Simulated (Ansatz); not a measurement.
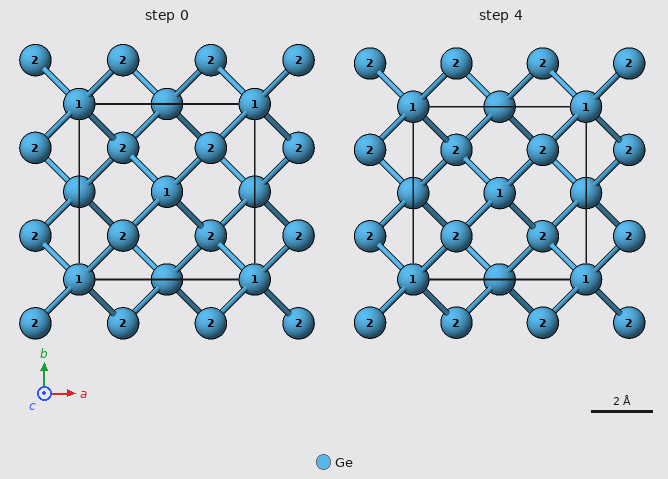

The structure of crystalline Ge (built on the diamond type) before (left) and after (right) a relaxation, at one scale.

The picture is a ball-and-stick view of the conventional cell (4 times the calculation's cell), seen along the c axis. Lengths and directions refer to the drawn axes.

The calculation used DFT, r2SCAN, plane waves, PAW in Ansatz 0.2.0.

Input file:
```yaml
crystal:
  lattice:
    - [0.0, 2.8806946128, 2.8806946128]
    - [2.8806946128, 0.0, 2.8806946128]
    - [2.8806946128, 2.8806946128, 0.0]
  atoms:
    - { symbol: Ge, position: [0.0, 0.0, 0.0] }
    - { symbol: Ge, position: [0.25, 0.25, 0.25] }
kpoints:
  mp_grid: { grid: [8, 8, 8] }
hamiltonian:
  xc: r2scan
scf:
  occupations: { method: fermi_dirac, width: 0.02 }
relax:
  f_tol: 0.005
  cell: {}
```

Run as
```bash
ansatz run input.yaml --threads 4 --pin off --max-ram 7372MiB --backend cpu --events-out ev --progress --plain --runs-dir out
```

> Summarise the run.

The energy falls by 10.2 meV per atom in 3 accepted moves (4 points after the start). All forces vanish by symmetry, so only the cell relaxes. Pressure: −2.84 GPa at the start and −0.01 GPa at the end. The SCF was repeated once at an unchanged geometry on a basis and grid sized afresh for the cell, which shifted the energy by 0.3 meV per atom at most. The atoms keep their places relative to the cell (all moves are under 0.005 Å). Cell: a = b = c 5.761 → 5.674 Å (−1.5 %). Volume −4.5 %. Near-neighbour distances that change, for instance: Ge1–Ge2 2.495 → 2.457 Å. The space group stays Fd-3m (No. 227).
